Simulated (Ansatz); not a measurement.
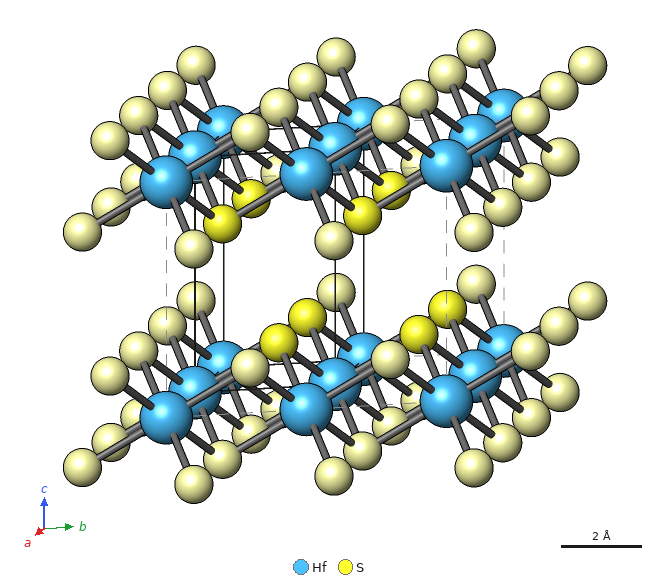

View slightly off an axis, drawn as a ball-and-stick model. The solid box is one simulation cell, and 2×2×1 cells are shown. Bonded atoms from the next cells complete the picture, in fainter colours.

This input was run:
```yaml
crystal:
  lattice:
    - [3.7261789975, 0.0, 0.0]
    - [-1.8630894988, 3.2269656709, 0.0]
    - [0.0, 0.0, 6.0178363158]
  atoms:
    - { symbol: Hf, position: [0.0, 0.0, 0.0] }
    - { symbol: S, position: [0.6666666667, 0.3333333333, 0.7760871229] }
    - { symbol: S, position: [0.3333333333, 0.6666666667, 0.2239128771] }
basis:
  ecutwfc: 420
kpoints:
  mp_grid: { grid: [9, 9, 6] }
hamiltonian:
  xc: pbe
scf:
  occupations: { method: gaussian, width: 0.02 }
output:
  forces: true
  stress: true
  eigenvalues: true
```

Setup: Ansatz, DFT PBE, scalar-relativistic, plane waves, PAW; E_cut = 420 eV, a 9×9×6 grid in reciprocal space, Gaussian smearing of 0.02 eV, no spin polarisation.

> What does the calculation say: metal or gapped?

A semiconductor at this level, with a gap of 1.41 eV on the k-mesh (the true edges may lie between mesh points, so the gap can be somewhat smaller).

> Would the cell expand or shrink if it could?

The computed pressure is 1.6 GPa (compressed: it would expand). The stress isn't hydrostatic: its largest component is 4.7 GPa.

Origin of the cell: a structure listed in the Materials Project. The cell was then strained or its atoms displaced on purpose. A calculation with Ansatz used it as input.

At this level of theory the cell isn't at rest (forces up to 0.7 eV/Å), so its distances can differ from those at equilibrium, the more so the softer the solid.
